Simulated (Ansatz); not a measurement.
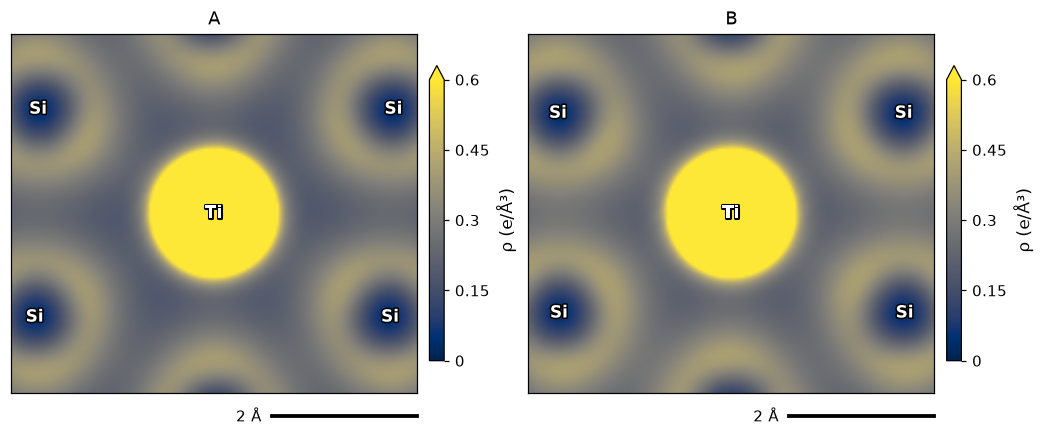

TiSi2. The valence electron density of two cells that differ in size and shape, on the (110) plane of each (indices in the axes of the calculation cell), at one length scale and on one colour scale: A has 15.0 Å³ an atom and B 14.0.

Computed with Ansatz, DFT PBE, scalar-relativistic, plane waves, PAW.

In a PAW calculation such maps are meaningful between the atoms, not at the nuclei.

The larger cell:

```xyz
6
Lattice="0.0000 4.2336 4.3416 2.4533 0.0000 4.3416 2.4533 4.2336 0.0000" Properties=species:S:1:pos:R:3 pbc="T T T"
Ti    3.6800    6.3503    6.5125
Ti    2.4533    4.2336    4.3416
Si    1.2267    0.7381    2.1708
Si    1.2267    3.4955    2.1708
Si    2.4533    1.3787    4.3416
Si    2.4533    7.0884    4.3416
```

The smaller cell: a = 5.926 Å, b = 4.884 Å, c = 4.760 Å, α = 75.82°, β = 53.04°, γ = 51.14°.

Q: What changes from the larger cell to the smaller?

A: From the larger cell to the smaller, Ti–Si goes from 2.81 to 2.74 Å, and the density at its midpoint from 0.24 to 0.25 e/Å³; the pressure goes from −7 to 2.3 GPa.
